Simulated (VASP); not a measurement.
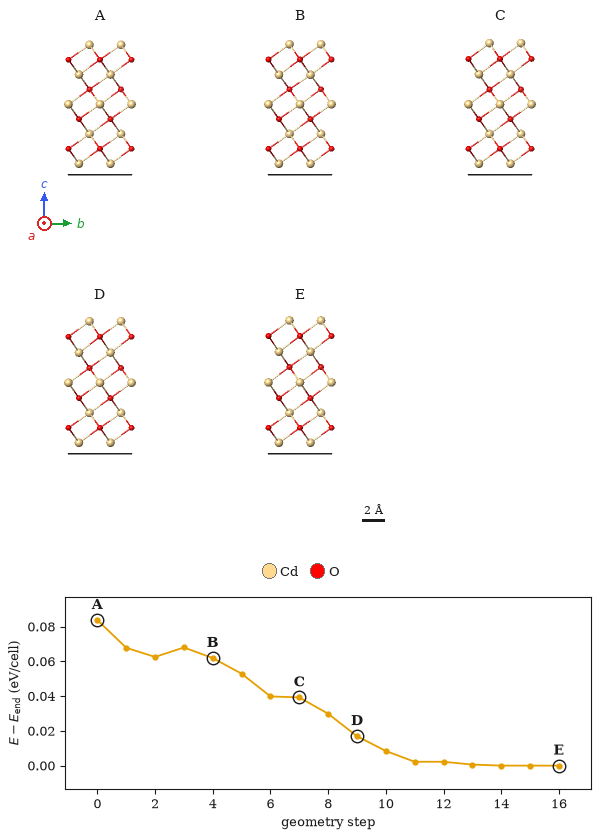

Frames of a relaxation of a slab of composition Cd5O4, marked on the history of the run. A ball-and-stick model of the 2 × 2 repeat of the cell, outlined in the plane, without the vacuum, seen along the a axis.

The run lets the atoms move in a fixed cell. 4 atoms are held fixed.

The calculation used Kohn-Sham DFT of a periodic cell, PBE, VASP PAW PBE potentials, minimal (VASP).

Input
```
SYSTEM = Cd5O4
ALGO = Fast
DIPOL = 0.5 0.5 0.500
EDIFF = 1E-6
EDIFFG = -0.01
ENCUT = 900
GGA = PE
IBRION = 2
IDIPOL = 3
ISIF = 2
ISMEAR = -1
LASPH = .True.
LCHARG = .False.
LDIPOL = .True.
LREAL = .False.
LWAVE = .False.
NELM = 60
NSW = 60
PREC = Accurate
SIGMA = 0.05
```

Launched with:
```bash
cat potpaw_PBE.64/Cd/POTCAR potpaw_PBE.64/O/POTCAR > POTCAR
mpirun -np 1 vasp_std > vasp.out
```

### Describe the path.

The atom that moves furthest is a Cd atom (0.31 Å along the normal (+c)). By element the largest moves are Cd 0.31 Å, O 0.24 Å. The cell stays as it was. Among the contacts that change: Cd–O 2.348 → 2.388 Å. Over 16 geometry steps the energy falls by 83.8 meV per cell of the calculation. Largest force component: 0.58 eV/Å at the start, 0.55 eV/Å at the end. From step 0 to 4: a Cd atom moves most (0.06 Å), energy −21.9 meV per cell of the calculation. From step 4 to 7: a Cd atom moves most (0.10 Å), energy −22.7 meV per cell of the calculation. From step 7 to 9: an O atom moves most (0.12 Å), energy −22.3 meV per cell of the calculation. From step 9 to 16: an O atom moves most (0.09 Å), energy −17.0 meV per cell of the calculation.

| step | E − E(0), meV/atom | largest force component, eV/Å |
| --- | --- | --- |
| 0 | 0.00 | 0.5780 |
| 1 | -1.77 | 0.5997 |
| 2 | -2.36 | 0.5897 |
| 3 | -1.75 | 0.6364 |
| 4 | -2.43 | 0.5938 |
| 5 | -3.43 | 0.5849 |
| 6 | -4.88 | 0.5520 |
| 7 | -4.95 | 0.5447 |
| 8 | -5.99 | 0.5464 |
| 9 | -7.43 | 0.5537 |
| 10 | -8.37 | 0.5598 |
| 11 | -9.06 | 0.5733 |
| 12 | -9.06 | 0.5743 |
| 13 | -9.24 | 0.5606 |
| 14 | -9.31 | 0.5466 |
| 15 | -9.31 | 0.5455 |
| 16 | -9.31 | 0.5472 |
